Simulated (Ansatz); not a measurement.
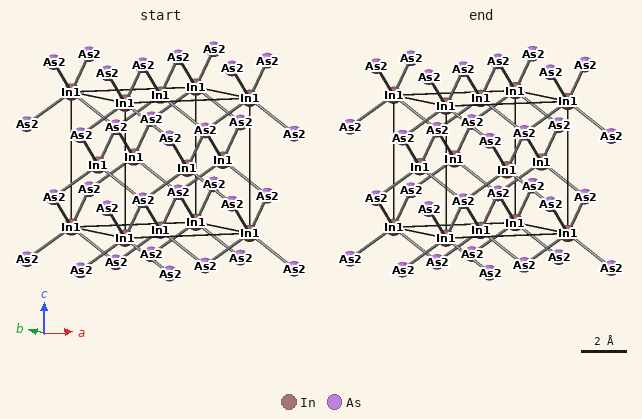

The structure of crystalline InAs (set up in F-43m) before (left) and after (right) a relaxation, at one scale.

The picture is a ball-and-stick view of the conventional cell (4 times the calculation's cell), seen from a free direction. Lengths and directions refer to the drawn axes.

Case: relaxed at 8 GPa.

Method: DFT PBE, scalar-relativistic, plane waves, PAW (Ansatz 0.2.0). Settings: plane-wave cutoff 420 eV; k-point mesh 12 × 12 × 12; occupations fermi dirac; smearing width 0.15 eV; target pressure 8 GPa; no spin polarisation; cell and atoms relaxed; force threshold 0.001 eV/Å; at most 60 steps.

**Describe what moved and what it gained.**

The energy rises by 0.125 eV per cell of the calculation in 4 accepted moves (5 points after the start). With the target pressure of 8 GPa, the enthalpy E + pV changes by −62.0 meV per cell of the calculation. All forces vanish by symmetry, so only the cell relaxes. The pressure goes from 2.99 to 8.00 GPa. At 1 point the geometry stayed and the basis and grid were re-selected for the new cell (energy shift of 0.8 meV per cell of the calculation at most each time). The atoms keep their places relative to the cell (all moves are under 0.005 Å). The drawn cell changes as follows: a = b = c 6.076 → 5.938 Å (−2.3 %); the volume changes by −6.7 %. Some distances before and after: In1–As2 2.631 → 2.571 Å. The space group stays F-43m (No. 216).
